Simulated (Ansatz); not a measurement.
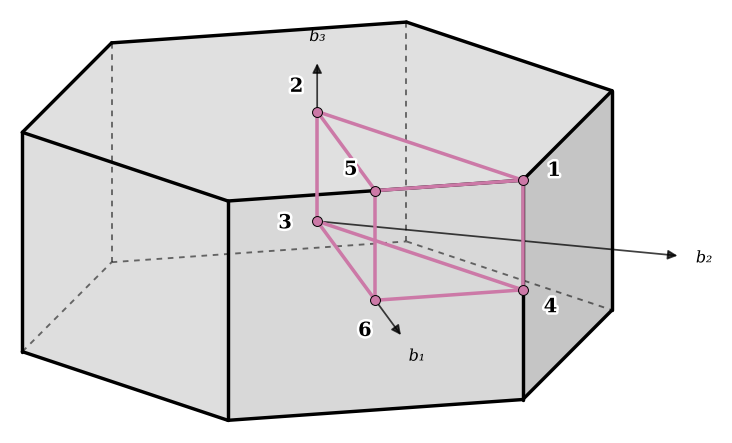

Crystal: WSe₂, the input geometry of an electronic-structure calculation (not necessarily at equilibrium); the starting structure was generated, so it need not be a known form of this composition. The first Brillouin zone of a primitive hexagonal lattice (hP; extended symbol hP2) is drawn with its special points numbered. Symmetry computed with spglib at a tolerance of 0.002 Å; standard conventional cell.

a = 3.315 Å, b = 3.315 Å, c = 6.519 Å, α = 90.00°, β = 90.00°, γ = 120.00°.

Labels and path follow the convention of Hinuma et al. (2017), as computed by seekpath; the arrows show the directions of the reciprocal primitive vectors b₁, b₂, b₃, in which coordinates are given.

Q: Which special point is each number?

A:
```
no.  label      coordinates
  1      H  (1/3, 1/3, 1/2)
  2      A      (0, 0, 1/2)
  3      Γ        (0, 0, 0)
  4      K    (1/3, 1/3, 0)
  5      L    (1/2, 0, 1/2)
  6      M      (1/2, 0, 0)
```
